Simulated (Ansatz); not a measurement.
# Geometry relaxation, with input and output: Ta₃N (part 1 of 2)

System: Ta₃N (I4/mmm, 4 atoms in the cell).
Method: DFT r2SCAN, scalar-relativistic, plane waves, PAW, no spin polarisation (Ansatz 0.2.0).

The structure was built on a prototype by a generator; it need not be a known phase. It belongs to a series of runs on one base structure; here: TiAl3 (D0_22) type (I4/mmm, No. 139).

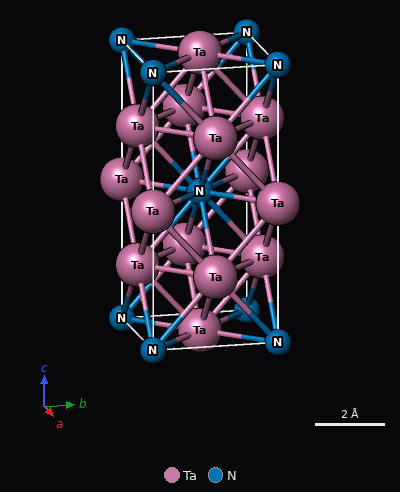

*The starting structure (ball-and-stick view of the cell 2 times as large as that of the calculation, set on its symmetry axes, seen slightly off an axis).*

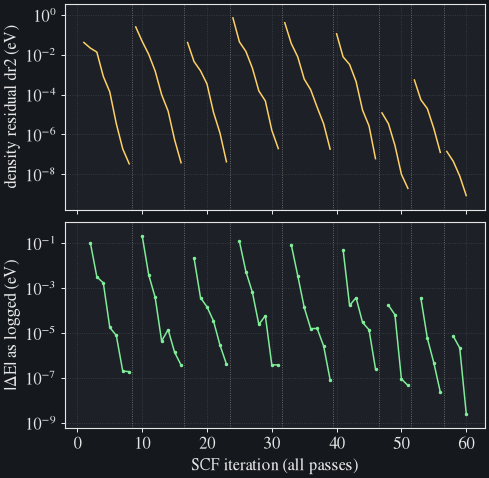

*Convergence of the self-consistent field: density residual dr2 and size of the energy change against the SCF iteration. The dotted lines part the SCF passes of the relaxation: geometry steps, rejected trials and re-solves on a re-selected basis.*

The 9 passes take 4 to 8 iterations each, 60 in all.

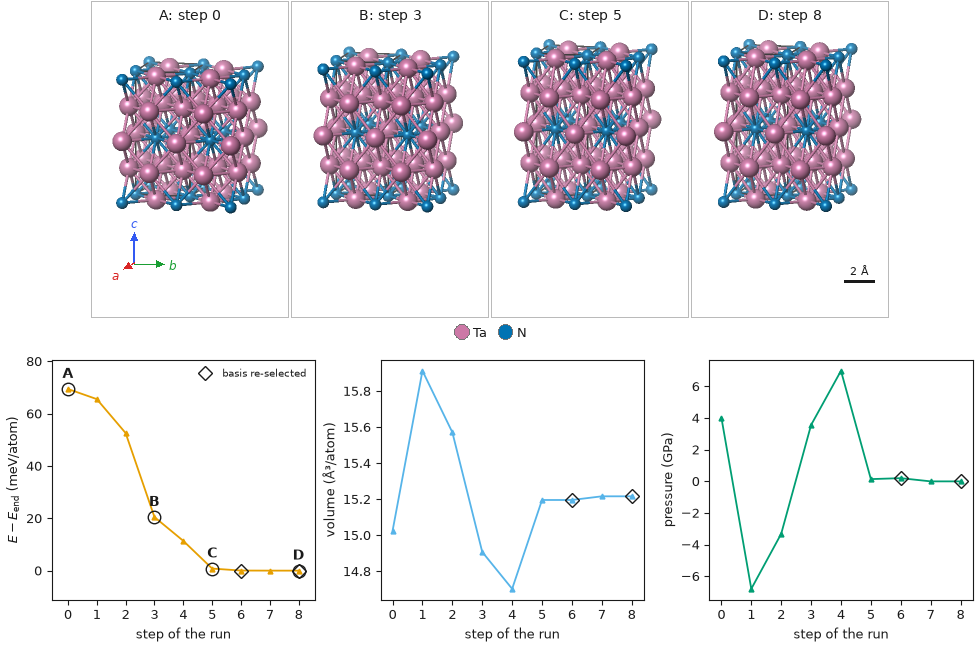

*Frames of the relaxation (ball-and-stick view of the cell 2 times as large as that of the calculation, set on its symmetry axes, repeated 2 × 2 × 1, seen slightly off an axis) above the curves, on which the letters mark them (the first geometry is step 0 here and step 1 in the log).*

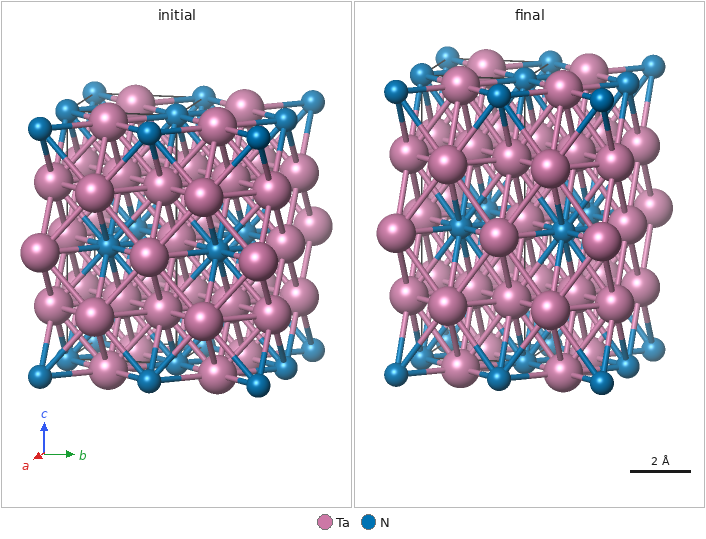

*Before (left) and after (right) the relaxation, at one scale (ball-and-stick view of the cell 2 times as large as that of the calculation, set on its symmetry axes, repeated 2 × 2 × 1, seen slightly off an axis).*

The atoms keep their places relative to the cell (all moves are under 0.005 Å). Cell: a = b 3.775 → 3.557 Å (−5.8 %), c 8.433 → 9.621 Å (+14.1 %). Volume +1.3 %. Distances before and after: Ta1–Ta2 2.830 → 2.991 Å, Ta2–N4 2.830 → 2.991 Å, Ta1–N4 2.670 → 2.515 Å, Ta2–Ta3 2.670 → 2.515 Å. The space group stays I4/mmm (No. 139). The energy falls by 69.4 meV per atom in 6 geometry steps. All forces vanish by symmetry, so only the cell relaxes. Pressure: 4.02 GPa at the start and −0.01 GPa at the end. The basis was re-selected once at an unchanged geometry, which shifts the energy a little without any move. The energy change given includes the shifts at the re-selections in mid-walk, which come without any move. A last SCF at the same geometry on a re-selected plane-wave basis shifts the energy by next to nothing (0.0 meV per atom). (Atoms are counted from 1 in the order of the input.)

These pictures come from the run below.

The input
```yaml
crystal:
  lattice:
    - [-1.8876571203, 1.8876571203, 4.2165847362]
    - [1.8876571203, -1.8876571203, 4.2165847362]
    - [1.8876571203, 1.8876571203, -4.2165847362]
  atoms:
    - { symbol: Ta, position: [0.5, 0.5, 0.0] }
    - { symbol: Ta, position: [0.25, 0.75, 0.5] }
    - { symbol: Ta, position: [0.75, 0.25, 0.5] }
    - { symbol: "N", position: [0.0, 0.0, 0.0] }
basis:
  ecutwfc: 500
kpoints:
  mp_grid: { grid: [6, 6, 6] }
hamiltonian:
  xc: r2scan
scf:
  occupations: { method: gaussian, width: 0.1 }
  lower_state_search: "off"
output:
  forces: true
  stress: true
  eigenvalues: true
relax:
  adjacent_minimum: "off"
  f_tol: 0.04
  max_steps: 70
  cell: { stress_tol: 0.4 }
```

Launch command:
```bash
ansatz run input.yaml --threads 1 --pin off --max-ram 2560MiB --backend cpu --events-out ev --progress --plain --runs-dir out
```

What the program printed
```
Engine: ansatz 0.2.0, x86_64-unknown-linux-gnu
Pseudopotentials: kind: paw
Pseudopotential: Ta, paw, valence charge 13, recommended cutoff 500 eV (meta_gga), Ta.paw.azcp
Pseudopotential: N, paw, valence charge 5, recommended cutoff 500 eV (meta_gga), N.paw.azcp
Functional definition: r2SCAN
  parameter k0 = 0.174
  parameter k1 = 0.065
  parameter a1 = 4.9479
  exchange = r2scan_x(k0 = k0, k1 = k1, a1 = a1)
  correlation = r2scan_c
Crystal: 4 atoms, lattice volume = 60.099 Å³
Basis set: ecut = 500 eV, 1555 PW (Γ), exchange–correlation on 160×160×160 points (64 copies of the dense FFT grid, shifted against one another)
Bands: 27, of which v1, the nominal top of the filled ones, is band 22 counted from 1 (21 counted from 0)
Symmetry: 16 space group operations
Space group: I4/mmm (ITA 139), of the structure as read, at distance tolerance 3.9e-5 Å
k-points: 30 of 216
Non-local potential: Ta, projectors of the file, l = 0: 3, l = 1: 2, l = 2: 2, l = 3: 1
Non-local potential: N, projectors of the file, l = 0: 2, l = 1: 2, l = 2: 1
PAW form: soft (Blöchl's): semilocal exchange-correlation on the pseudo side does not see the compensation charge
PAW frozen core: Ta, regenerated for the run's functional (the file was generated under x = pbe(κ = 0.804, μ = 0.2195149727645171), c = pbe(β = 0.06672455060314922))
PAW frozen core: N, regenerated for the run's functional (the file was generated under x = pbe(κ = 0.804, μ = 0.2195149727645171), c = pbe(β = 0.06672455060314922))
PAW one-centre angular grid: Ta, 590 points (default); XC on 160 Gauss nodes
PAW one-centre angular grid: N, 302 points (default); XC on 160 Gauss nodes
Initial density: superposition of atomic densities (neutral atoms: chi_scale 0, normalization atom), corrected by the library's trained network
Initial wavefunctions: pseudopotential atomic-orbital guess
Functional: x = r2scan, c = r2scan; τ floored in thin density (d = 2e-4 eV/Å³)
SCF iter   1: F=-30213.714746 eV  HF=-30213.628059 eV  |F-HF|=8.67e-2  |Δ(HF+E_count)|=         —  Δρ=1.01e-2  dr2=4.09e-2  dr2_τ=7.69e-2  ethr=1.77e-3  ⟨swp⟩=5.5  Hψ=3588  notcnv=0
preconditioner: auto → Kerker (q_TF=auto, 2.590 Å⁻¹)  [metal: Δε(μ)=0.034 eV  Ē_g=6.102 eV  σ=0.100 eV  W_gap=0.19  n_scr=14 (ndim 8)  ℏωp=21.4 eV  f_vac=0.000  D(μ)=2.70/eV (n_scr^D=30)]
SCF iter   2: F=-30213.725155 eV  HF=-30213.731721 eV  |F-HF|=6.57e-3  |Δ(HF+E_count)|=   1.04e-1  Δρ=6.61e-3  dr2=2.14e-2  dr2_τ=1.32e-3  ethr=9.29e-5  ⟨swp⟩=2.0  Hψ=1564  notcnv=0  defer=6
SCF iter   3: F=-30213.724156 eV  HF=-30213.734868 eV  |F-HF|=1.07e-2  |Δ(HF+E_count)|=   3.15e-3  Δρ=4.80e-3  dr2=1.35e-2  dr2_τ=2.83e-3  ethr=4.87e-5  ⟨swp⟩=2.0  Hψ=1226  notcnv=0  defer=6
SCF iter   4: F=-30213.732749 eV  HF=-30213.733190 eV  |F-HF|=4.41e-4  |Δ(HF+E_count)|=   1.68e-3  Δρ=1.24e-3  dr2=8.11e-4  dr2_τ=8.53e-5  ethr=3.08e-5  ⟨swp⟩=2.0  Hψ=1103  notcnv=0  defer=6
SCF iter   5: F=-30213.733132 eV  HF=-30213.733207 eV  |F-HF|=7.52e-5  |Δ(HF+E_count)|=   1.74e-5  Δρ=3.71e-4  dr2=1.35e-4  dr2_τ=8.53e-6  ethr=1.84e-6  ⟨swp⟩=2.0  Hψ=1199  notcnv=0  defer=6
SCF iter   6: F=-30213.733216 eV  HF=-30213.733215 eV  |F-HF|=6.52e-7  |Δ(HF+E_count)|=   7.73e-6  Δρ=7.80e-5  dr2=3.50e-6  dr2_τ=7.34e-7  ethr=3.06e-7  ⟨swp⟩=2.0  Hψ=1219  notcnv=0  defer=6
SCF iter   7: F=-30213.733215 eV  HF=-30213.733215 eV  |F-HF|=1.40e-7  |Δ(HF+E_count)|=   1.98e-7  Δρ=1.93e-5  dr2=1.87e-7  dr2_τ=1.16e-8  ethr=7.95e-9  ⟨swp⟩=2.0  Hψ=1115  notcnv=0  defer=9
SCF iter   8: F=-30213.733215 eV  HF=-30213.733215 eV  |F-HF|=1.15e-8  |Δ(HF+E_count)|=   1.88e-7  Δρ=5.71e-6  dr2=3.34e-8  dr2_τ=1.45e-9  ethr=2.27e-10  ⟨swp⟩=6.8  Hψ=2918  notcnv=0
SCF 1 converged in 8 iterations: F = -30213.733215 eV  dr2 = 3.34e-8
  greatest PAW one-centre occupation: 0.998 electrons in one spin orbital (limit 2), on the Ta atom at site 2 (counted from 0), in its partial waves of l = 0
relax step   1: F+E_penalty+E_count = -30213.73321493 eV  Δ(F+E_penalty+E_count) = +0.000e0 eV  max|allowed force component| = 6.505e-19 eV/Å  Δτ_max = 0.0000 Å  P = +4.018 GPa  Ω = 60.099 Å³  (8 SCF iters, dr2 threshold 1.00e-7 eV, accepted)
Crystal: 4 atoms, lattice volume = 63.649 Å³
Basis set: ecut = 500 eV, 1637 PW (Γ), exchange–correlation on 160×160×160 points (64 copies of the dense FFT grid, shifted against one another)
Initial density: handed on by an earlier stage of this run
Initial wavefunctions: those handed on with the density
iter 1 solved again at ethr=5.65e-4 eV; its pass at ethr=3.10e-3 eV (dr2=2.49e-1 eV) is discarded
SCF iter   1: F=-30213.547124 eV  HF=-30213.542876 eV  |F-HF|=4.25e-3  |Δ(HF+E_count)|=         —  Δρ=1.44e-2  dr2=2.48e-1  dr2_τ=1.85e-1  ethr=5.65e-4  ⟨swp⟩=1.0  Hψ=5315  notcnv=0
preconditioner: auto → Kerker (q_TF=auto, 2.565 Å⁻¹)  [metal: Δε(μ)=0.038 eV  Ē_g=5.866 eV  σ=0.100 eV  W_gap=0.21  n_scr=14 (ndim 8)  ℏωp=20.8 eV  f_vac=0.000  D(μ)=3.35/eV (n_scr^D=32)]
SCF iter   2: F=-30213.728123 eV  HF=-30213.752181 eV  |F-HF|=2.41e-2  |Δ(HF+E_count)|=   2.09e-1  Δρ=9.03e-3  dr2=4.64e-2  dr2_τ=1.71e-2  ethr=5.63e-4  ⟨swp⟩=2.1  Hψ=1381  notcnv=0
SCF iter   3: F=-30213.746358 eV  HF=-30213.748295 eV  |F-HF|=1.94e-3  |Δ(HF+E_count)|=   3.89e-3  Δρ=3.86e-3  dr2=1.05e-2  dr2_τ=3.52e-4  ethr=1.06e-4  ⟨swp⟩=2.0  Hψ=1214  notcnv=0  defer=1
SCF iter   4: F=-30213.747804 eV  HF=-30213.748676 eV  |F-HF|=8.72e-4  |Δ(HF+E_count)|=   3.81e-4  Δρ=1.06e-3  dr2=1.52e-3  dr2_τ=2.13e-4  ethr=2.38e-5  ⟨swp⟩=2.0  Hψ=1220  notcnv=0  defer=1
SCF iter   5: F=-30213.748634 eV  HF=-30213.748672 eV  |F-HF|=3.83e-5  |Δ(HF+E_count)|=   4.33e-6  Δρ=3.83e-4  dr2=9.87e-5  dr2_τ=6.77e-6  ethr=3.46e-6  ⟨swp⟩=2.0  Hψ=1173  notcnv=0  defer=1
SCF iter   6: F=-30213.748679 eV  HF=-30213.748686 eV  |F-HF|=6.69e-6  |Δ(HF+E_count)|=   1.39e-5  Δρ=1.26e-4  dr2=1.48e-5  dr2_τ=2.19e-6  ethr=2.24e-7  ⟨swp⟩=2.0  Hψ=1111  notcnv=0  defer=1
SCF iter   7: F=-30213.748687 eV  HF=-30213.748687 eV  |F-HF|=2.36e-7  |Δ(HF+E_count)|=   1.37e-6  Δρ=2.76e-5  dr2=5.39e-7  dr2_τ=1.50e-8  ethr=3.36e-8  ⟨swp⟩=2.0  Hψ=1114  notcnv=0  defer=1
SCF iter   8: F=-30213.748688 eV  HF=-30213.748688 eV  |F-HF|=9.54e-9  |Δ(HF+E_count)|=   3.67e-7  Δρ=6.99e-6  dr2=3.78e-8  dr2_τ=1.60e-9  ethr=9.09e-10  ⟨swp⟩=6.1  Hψ=3361  notcnv=0
SCF 2 converged in 8 iterations: F = -30213.748688 eV  dr2 = 3.78e-8
relax step   2: F+E_penalty+E_count = -30213.74868757 eV  Δ(F+E_penalty+E_count) = -1.547e-2 eV  max|allowed force component| = 6.505e-18 eV/Å  Δτ_max = 0.0000 Å  P = -6.797 GPa  Ω = 63.649 Å³  energy of the carried Pulay correction = -1.352e-3 eV  (8 SCF iters, dr2 threshold 4.00e-7 eV, accepted)
Crystal: 4 atoms, lattice volume = 62.284 Å³
Basis set: ecut = 500 eV, 1605 PW (Γ), exchange–correlation on 160×160×160 points (64 copies of the dense FFT grid, shifted against one another)
iter 1 solved again at ethr=9.09e-5 eV; its pass at ethr=3.10e-3 eV (dr2=4.00e-2 eV) is discarded
SCF iter   1: F=-30213.767644 eV  HF=-30213.779672 eV  |F-HF|=1.20e-2  |Δ(HF+E_count)|=         —  Δρ=5.10e-3  dr2=4.08e-2  dr2_τ=2.03e-2  ethr=9.09e-5  ⟨swp⟩=1.7  Hψ=4378  notcnv=0
preconditioner: auto → Kerker (q_TF=auto, 2.575 Å⁻¹)  [metal: Δε(μ)=0.086 eV  Ē_g=5.948 eV  σ=0.100 eV  W_gap=0.45  n_scr=14 (ndim 8)  ℏωp=21.0 eV  f_vac=0.000  D(μ)=3.44/eV (n_scr^D=32)]
SCF iter   2: F=-30213.798751 eV  HF=-30213.801103 eV  |F-HF|=2.35e-3  |Δ(HF+E_count)|=   2.14e-2  Δρ=2.70e-3  dr2=4.53e-3  dr2_τ=2.07e-3  ethr=9.09e-5  ⟨swp⟩=2.0  Hψ=1176  notcnv=0
SCF iter   3: F=-30213.799967 eV  HF=-30213.800734 eV  |F-HF|=7.67e-4  |Δ(HF+E_count)|=   3.69e-4  Δρ=1.06e-3  dr2=1.55e-3  dr2_τ=4.32e-5  ethr=1.03e-5  ⟨swp⟩=2.0  Hψ=1160  notcnv=0
SCF iter   4: F=-30213.800375 eV  HF=-30213.800590 eV  |F-HF|=2.15e-4  |Δ(HF+E_count)|=   1.44e-4  Δρ=4.14e-4  dr2=3.38e-4  dr2_τ=1.92e-5  ethr=3.53e-6  ⟨swp⟩=2.2  Hψ=1153  notcnv=0
SCF iter   5: F=-30213.800551 eV  HF=-30213.800556 eV  |F-HF|=4.32e-6  |Δ(HF+E_count)|=   3.41e-5  Δρ=1.08e-4  dr2=1.29e-5  dr2_τ=8.28e-7  ethr=7.69e-7  ⟨swp⟩=2.0  Hψ=1064  notcnv=0
SCF iter   6: F=-30213.800558 eV  HF=-30213.800559 eV  |F-HF|=2.14e-7  |Δ(HF+E_count)|=   2.87e-6  Δρ=4.19e-5  dr2=1.18e-6  dr2_τ=1.86e-7  ethr=2.94e-8  ⟨swp⟩=2.0  Hψ=1091  notcnv=0
SCF iter   7: F=-30213.800559 eV  HF=-30213.800559 eV  |F-HF|=4.92e-8  |Δ(HF+E_count)|=   4.03e-7  Δρ=8.61e-6  dr2=4.24e-8  dr2_τ=2.62e-9  ethr=9.09e-10  ⟨swp⟩=6.5  Hψ=3382  notcnv=0
SCF 3 converged in 7 iterations: F = -30213.800559 eV  dr2 = 4.24e-8
relax step   3: F+E_penalty+E_count = -30213.80055908 eV  Δ(F+E_penalty+E_count) = -5.187e-2 eV  max|allowed force component| = 6.939e-18 eV/Å  Δτ_max = 0.0000 Å  P = -3.320 GPa  Ω = 62.284 Å³  energy of the carried Pulay correction = -8.551e-4 eV  (7 SCF iters, dr2 threshold 4.00e-7 eV, accepted)
Crystal: 4 atoms, lattice volume = 59.629 Å³
Basis set: ecut = 500 eV, 1517 PW (Γ), exchange–correlation on 160×160×160 points (64 copies of the dense FFT grid, shifted against one another)
iter 1 solved again at ethr=1.57e-3 eV; its pass at ethr=3.10e-3 eV (dr2=6.91e-1 eV) is discarded
SCF iter   1: F=-30213.403562 eV  HF=-30213.804049 eV  |F-HF|=4.00e-1  |Δ(HF+E_count)|=         —  Δρ=1.97e-2  dr2=6.98e-1  dr2_τ=2.24e-1  ethr=1.57e-3  ⟨swp⟩=1.0  Hψ=5540  notcnv=0
preconditioner: auto → Kerker (q_TF=auto, 2.594 Å⁻¹)  [metal: Δε(μ)=0.008 eV  Ē_g=6.244 eV  σ=0.100 eV  W_gap=0.04  n_scr=14 (ndim 8)  ℏωp=21.5 eV  f_vac=0.000  D(μ)=2.78/eV (n_scr^D=32)]
SCF iter   2: F=-30213.909219 eV  HF=-30213.924213 eV  |F-HF|=1.50e-2  |Δ(HF+E_count)|=   1.20e-1  Δρ=6.54e-3  dr2=4.40e-2  dr2_τ=1.71e-2  ethr=1.57e-3  ⟨swp⟩=2.2  Hψ=1291  notcnv=0
SCF iter   3: F=-30213.921651 eV  HF=-30213.929607 eV  |F-HF|=7.96e-3  |Δ(HF+E_count)|=   5.39e-3  Δρ=3.39e-3  dr2=1.46e-2  dr2_τ=8.75e-4  ethr=1.00e-4  ⟨swp⟩=1.6  Hψ=1208  notcnv=0  defer=2
SCF iter   4: F=-30213.928314 eV  HF=-30213.928963 eV  |F-HF|=6.49e-4  |Δ(HF+E_count)|=   6.44e-4  Δρ=1.61e-3  dr2=2.13e-3  dr2_τ=3.46e-4  ethr=3.33e-5  ⟨swp⟩=2.2  Hψ=1097  notcnv=0  defer=2
SCF iter   5: F=-30213.928947 eV  HF=-30213.928939 eV  |F-HF|=7.99e-6  |Δ(HF+E_count)|=   2.37e-5  Δρ=5.28e-4  dr2=1.52e-4  dr2_τ=5.21e-6  ethr=4.84e-6  ⟨swp⟩=2.0  Hψ=1234  notcnv=0  defer=2
SCF iter   6: F=-30213.928962 eV  HF=-30213.928998 eV  |F-HF|=3.52e-5  |Δ(HF+E_count)|=   5.81e-5  Δρ=1.75e-4  dr2=4.82e-5  dr2_τ=1.72e-6  ethr=3.46e-7  ⟨swp⟩=2.0  Hψ=1114  notcnv=0  defer=2
SCF iter   7: F=-30213.928997 eV  HF=-30213.928997 eV  |F-HF|=5.01e-7  |Δ(HF+E_count)|=   3.76e-7  Δρ=4.41e-5  dr2=1.62e-6  dr2_τ=2.37e-7  ethr=1.10e-7  ⟨swp⟩=2.0  Hψ=1033  notcnv=0  defer=2
SCF iter   8: F=-30213.928998 eV  HF=-30213.928998 eV  |F-HF|=4.73e-8  |Δ(HF+E_count)|=   3.74e-7  Δρ=1.48e-5  dr2=1.95e-7  dr2_τ=2.55e-9  ethr=9.09e-10  ⟨swp⟩=7.5  Hψ=3444  notcnv=0
SCF 4 converged in 8 iterations: F = -30213.928998 eV  dr2 = 1.95e-7
relax step   4: F+E_penalty+E_count = -30213.92899753 eV  Δ(F+E_penalty+E_count) = -1.284e-1 eV  max|allowed force component| = 6.939e-18 eV/Å  Δτ_max = 0.0000 Å  P = +3.557 GPa  Ω = 59.629 Å³  energy of the carried Pulay correction = +1.029e-4 eV  (8 SCF iters, dr2 threshold 4.00e-7 eV, accepted)
Crystal: 4 atoms, lattice volume = 58.811 Å³
Basis set: ecut = 500 eV, 1509 PW (Γ), exchange–correlation on 160×160×160 points (64 copies of the dense FFT grid, shifted against one another)
iter 1 solved again at ethr=9.02e-4 eV; its pass at ethr=3.10e-3 eV (dr2=3.97e-1 eV) is discarded
```
